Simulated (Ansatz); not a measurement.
# A series of single points on CuI2

System: CuI2 (3 atoms in the cell).
Method: Kohn-Sham DFT of a periodic cell, PBE, Ansatz PAW, no spin polarisation (Ansatz 0.2.0).

The 6 runs differ only in the geometry, by an even scaling of the cell at fixed fractional positions. The structure derives from a Materials Project entry.

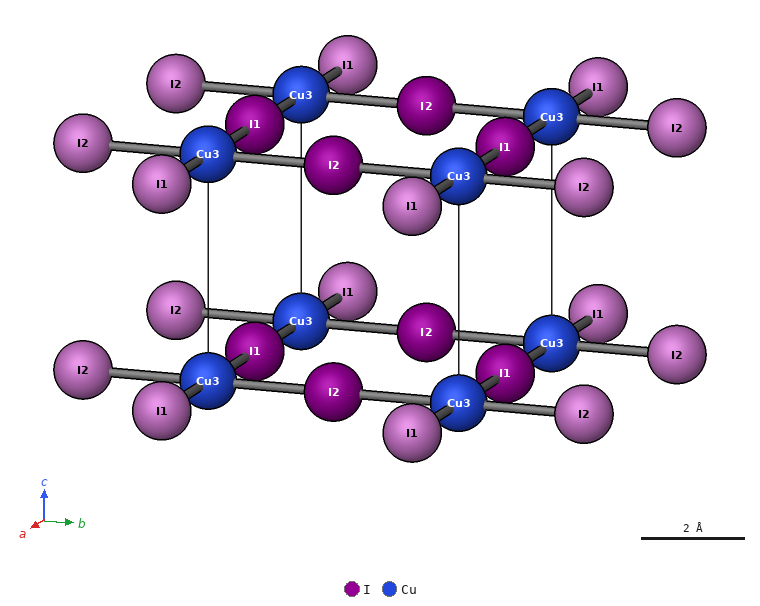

Figure 1. The structure of run 4 (ball-and-stick view of the cell of the calculation, seen slightly off an axis; neighbours outside the cell are drawn fainter; atoms are numbered from 1 in the order of the input).

**Input of run 4**
```yaml
crystal:
  lattice:
    - [5.200384, 0.0, 0.0]
    - [0.0, 5.200384, 0.0]
    - [0.0, 0.0, 4.54417]
  atoms:
    - { symbol: I, position: [0.5, 0.0, 0.0] }
    - { symbol: I, position: [0.0, 0.5, 0.0] }
    - { symbol: Cu, position: [0.0, 0.0, 0.0] }
hamiltonian:
  xc: pbe
  pseudopotentials: { kind: paw }
kpoints:
  mp_grid: { grid: [5, 5, 6] }
scf:
  occupations: { method: fermi_dirac, width: 0.05 }
output:
  forces: true
  stress: true
  eigenvalues: true
```

Command:
```bash
ansatz run input.yaml --threads 2 --pin off --max-ram 5120MiB --backend cpu --events-out ev --progress --plain --runs-dir out
```

Run 2 differs from it as follows:
```diff
-    - [5.200384, 0.0, 0.0]
-    - [0.0, 5.200384, 0.0]
-    - [0.0, 0.0, 4.54417]
+    - [5.1300999248, 0.0, 0.0]
+    - [0.0, 5.1300999248, 0.0]
+    - [0.0, 0.0, 4.4827547687]
```

**Results, with one run withheld**

```csv
run,volume per atom (Å³),"free energy per atom, from the lowest run given (meV)",pressure (GPa)
1,38.506,29.67,2.76
2,39.326,?,?
3,40.145,8.72,1.39
4,40.964,3.14,0.81
5,41.783,0.33,0.30
6,42.603,0.00,−0.16
```

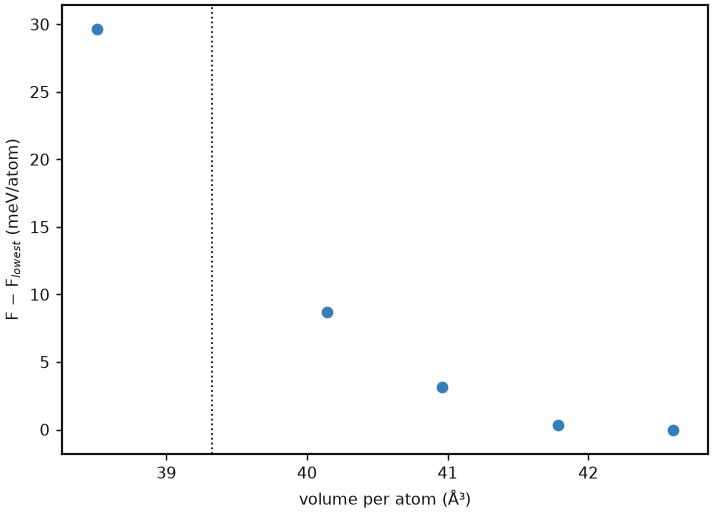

Figure 2. Free energy per atom of the runs given; the dotted line marks run 2.

Fit the runs given and predict run 2.

A cubic polynomial in V^(−2/3) (the Birch–Murnaghan form), fitted to the 5 runs given, misses them by under 0.01 meV per atom. With x = V^(−2/3) − 0.08443 Å⁻², it reads F = 4.2442 + 4275.3 x + 1.0535e+06 x² + 6.384e+06 x³ (meV per atom). At run 2 it gives 17.43 meV per atom, and the run itself gives 17.43. The slope of the fit gives a pressure −dF/dV of 2.03 GPa there, and the run prints 2.03 GPa. The fit has its minimum at 42.307 Å³ per atom, where V d²F/dV² gives 23.2 GPa. Cell shape and fractional positions are held, so this is the stiffness under even scaling; the relaxed bulk modulus wasn't computed and can be far lower in a crystal of layers, chains or molecules like this one.

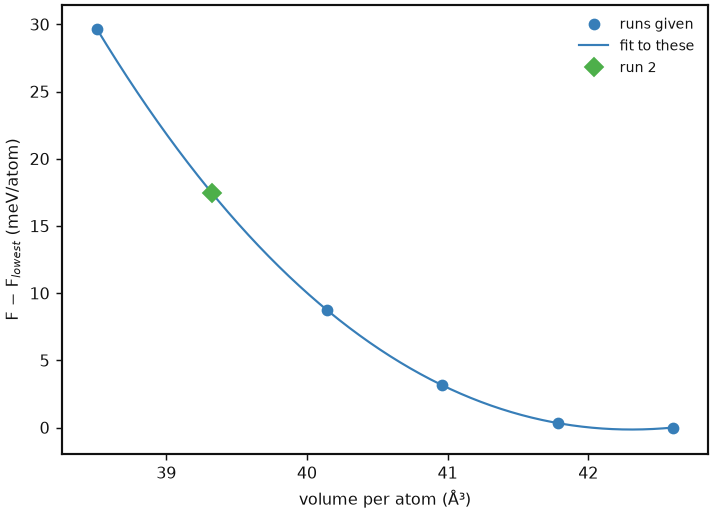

Figure 3. The fit and the withheld run.

**Output, shortened to warnings, some set-up lines, iterations and results (run 2)**
```
Basis set: ecut = 420 eV, 2343 PW (Γ), exchange–correlation on 72×72×60 points (8 copies of the dense FFT grid, shifted against one another)
Symmetry: 16 space group operations
k-points: 24 of 150
Initial density: superposition of atomic densities (neutral atoms: chi_scale 0, normalization atom), corrected by the library's trained network
[...]
SCF iter   1: F=—  HF=-21650.646777 eV  |F-HF|=—  |Δ(HF+E_count)|=         —  Δρ=6.66e-3  dr2=3.67e-2  ethr=1.77e-3  ⟨swp⟩=7.9  Hψ=3624  notcnv=0
SCF iter   2: F=—  HF=-21650.640744 eV  |F-HF|=—  |Δ(HF+E_count)|=   6.03e-3  Δρ=1.89e-3  dr2=7.34e-3  ethr=6.93e-5  ⟨swp⟩=2.0  Hψ=1365  notcnv=0  defer=20
SCF iter   3: F=—  HF=-21650.646091 eV  |F-HF|=—  |Δ(HF+E_count)|=   5.35e-3  Δρ=5.97e-3  dr2=2.65e-2  ethr=1.38e-5  ⟨swp⟩=2.0  Hψ=1496  notcnv=0  defer=20  recentre
SCF iter   4: F=—  HF=-21650.640490 eV  |F-HF|=—  |Δ(HF+E_count)|=   5.60e-3  Δρ=2.15e-3  dr2=4.82e-3  ethr=1.38e-5  ⟨swp⟩=2.0  Hψ=1487  notcnv=0  defer=20
SCF iter   5: F=—  HF=-21650.641001 eV  |F-HF|=—  |Δ(HF+E_count)|=   5.10e-4  Δρ=8.18e-4  dr2=7.24e-4  ethr=9.09e-6  ⟨swp⟩=2.0  Hψ=926  notcnv=0  defer=20
SCF iter   6: F=—  HF=-21650.641078 eV  |F-HF|=—  |Δ(HF+E_count)|=   7.69e-5  Δρ=6.44e-5  dr2=3.07e-6  ethr=1.37e-6  ⟨swp⟩=2.0  Hψ=980  notcnv=0  defer=20
SCF iter   7: F=—  HF=-21650.641071 eV  |F-HF|=—  |Δ(HF+E_count)|=   6.61e-6  Δρ=1.28e-5  dr2=1.52e-7  ethr=5.79e-9  ⟨swp⟩=2.4  Hψ=1151  notcnv=0  defer=20
SCF iter   8: F=-21650.641071 eV  HF=-21650.641071 eV  |F-HF|=2.56e-8  |Δ(HF+E_count)|=   1.39e-7  Δρ=7.31e-6  dr2=4.67e-8  ethr=1.89e-10  ⟨swp⟩=10.1  Hψ=3569  notcnv=0
SCF 1 converged in 8 iterations: F = -21650.641071 eV  dr2 = 4.67e-8
SCF converged after 8 iterations
Free energy (F): -21650.641071 eV
Harris-Foulkes:  -21650.641071 eV  (|F-HF|=2.56e-8)
Internal energy: -21650.611680 eV  (E = F + TS)
E sigma→0 (E₀):  -21650.626376 eV
Entropy (-TS):   -0.029391 eV (-9.797 meV/atom)
Fermi energy:    4.362859 eV
--- Per-component energies (eV) ---
  E_band       = -1398.317861
  E_kinetic    = 677.639430
  E_local      = -11381.535361  (includes V_loc(G=0)·N_el)
  E_nonlocal   = 218.283809
  E_hartree    = 5378.307129
  E_xc         = -343.122522
  E_vxc        = -369.222825  (∫ρ·V_xc dr)
  E_paw        = -11303.617191  (= ΣΔE_a)
  E_vpaw       = -1300.080654  (= ΣTr[D̂ρ^β])
  E_aug_tail   = 0.000312  (compensation charges beyond the density's cutoff)
  E_ewald      = -4896.567285
  E_smearing   = -0.029391  (= −TS)
  E_closure    = 0.000000  (closes the sum)
  Σ components = -21650.641071   (vs F -21650.641071, Δ=0.00e0)
--- Forces (eV/Å), atoms counted from 1 ---
  atom   1  I      0.00000000    -0.00000000     0.00000000
  atom   2  I      0.00000000     0.00000000     0.00000000
  atom   3  Cu     0.00000000     0.00000000     0.00000000
  max |Σ_I F_I| component: 6.00e-29 eV/Å
--- Stress (GPa, compression-positive) ---
        2.747329       0.000000       0.000000
        0.000000       2.747329       0.000000
        0.000000       0.000000       0.608385
  P = ⅓ Tr σ = 2.0343 GPa (20.343 kbar)
```

Notes: The cell holds an odd number of electrons but the run has no spin polarisation, so it comes out as a metal.
